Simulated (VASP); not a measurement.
```
CELL_PARAMETERS angstrom
6.47280 0.00000 0.00000
0.00000 6.47280 0.00000
0.00000 0.00000 6.47280
ATOMIC_POSITIONS crystal
I 0.50000 0.00000 0.00000
I 0.00000 0.50000 0.00000
I 0.00000 0.00000 0.50000
I 0.50000 0.50000 0.50000
Na 0.00000 0.00000 0.00000
Na 0.50000 0.50000 0.00000
Na 0.50000 0.00000 0.50000
Na 0.00000 0.50000 0.50000
```

Space group Fm-3m.

Computed with VASP, Kohn-Sham DFT of a periodic cell, PBEsol, VASP PAW PBE potentials, recommended.

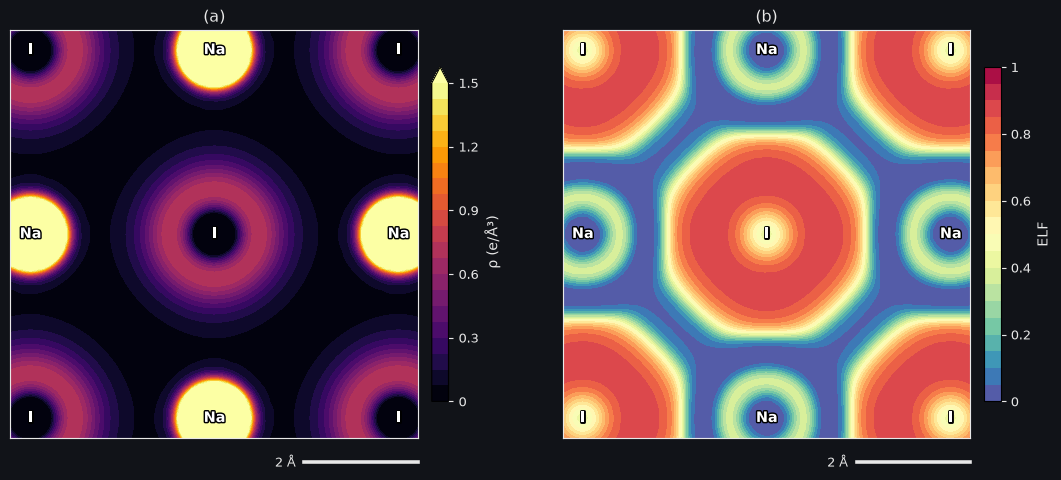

NaI. (a) valence electron density; (b) ELF on the (100) plane of the conventional cell.

What does the map show?

The plane passes through I and Na nuclei. Na–I (3.24 Å): ρ is about 0.13 e/Å³ halfway, with its minimum of 0.06 e/Å³ about 1.2 Å from Na; the ELF is about 0.70 at the midpoint (a largely ionic contact). Between the atoms the lowest density in this plane is 0.03 e/Å³.
